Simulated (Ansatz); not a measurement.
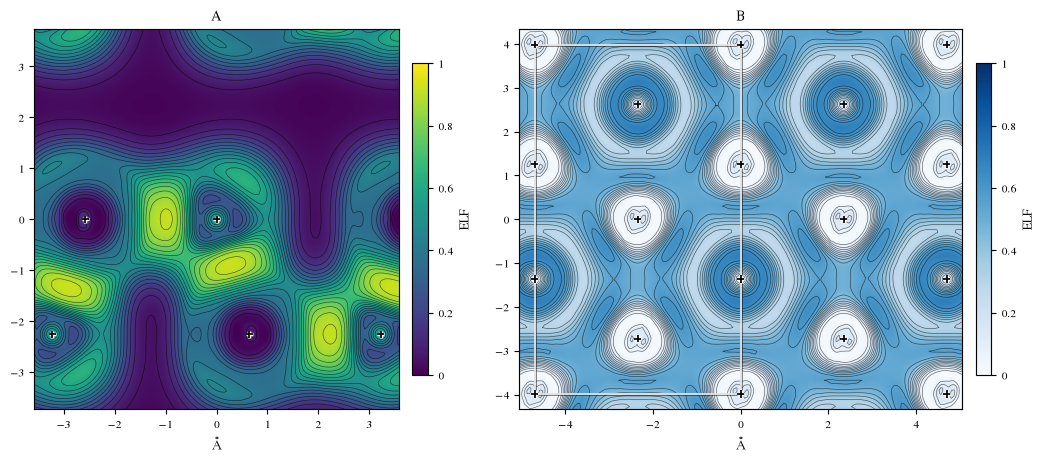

The electron localisation function of 2 systems, each on a plane through atoms (crosses mark nuclei in the plane).

These are results of DFT PBEsol, scalar-relativistic, plane waves, PAW in Ansatz 0.2.0, not measurements.

System 1: SiGe, the (110) plane of the conventional cell. Space group P6₃mc; a structure from a database of computed crystals, not necessarily the ambient phase; not relaxed (largest force 1.5 eV/Å).

```
CELL_PARAMETERS angstrom
3.90445 0.00000 0.00000
-1.95223 3.38135 0.00000
0.00000 0.00000 6.45078
ATOMIC_POSITIONS crystal
Si 0.66667 0.33333 0.89321
Si 0.33333 0.66667 0.39321
Ge 0.66667 0.33333 0.49320
Ge 0.33333 0.66667 0.99320
```

System 2: Al$_{2}$Ru, the (001) plane of the conventional cell. Space group Fddd; a structure from a database of computed crystals, not necessarily the ambient phase; computed without spin polarisation.

```
CELL_PARAMETERS angstrom
4.70114 0.00000 0.00000
0.00000 7.97530 0.00000
0.00000 0.00000 8.77016
ATOMIC_POSITIONS crystal
Al 0.25000 0.07895 0.25000
Al 0.75000 0.57895 0.25000
Al 0.75000 0.07895 0.75000
Al 0.25000 0.57895 0.75000
Al 0.25000 0.42105 0.25000
Al 0.75000 0.92105 0.25000
Al 0.75000 0.42105 0.75000
Al 0.25000 0.92105 0.75000
Al 0.00000 0.17105 0.00000
Al 0.50000 0.67105 0.00000
Al 0.50000 0.17105 0.50000
Al 0.00000 0.67105 0.50000
Al 0.50000 0.32895 0.00000
Al 0.00000 0.82895 0.00000
Al 0.00000 0.32895 0.50000
Al 0.50000 0.82895 0.50000
Ru 0.75000 0.25000 0.25000
Ru 0.25000 0.75000 0.25000
Ru 0.25000 0.25000 0.75000
Ru 0.75000 0.75000 0.75000
Ru 0.50000 0.00000 0.00000
Ru 0.00000 0.50000 0.00000
Ru 0.00000 0.00000 0.50000
Ru 0.50000 0.50000 0.50000
```

> Which map belongs to which system?

Panel A is system 1, SiGe: the plane holds Si and Ge. Si–Ge (2.34 Å): the ELF peaks at about 0.90 between the atoms. Panel B is system 2, Al$_{2}$Ru: the plane holds Al and Ru. Al–Ru (2.62 Å): the ELF is about 0.40 at the midpoint.
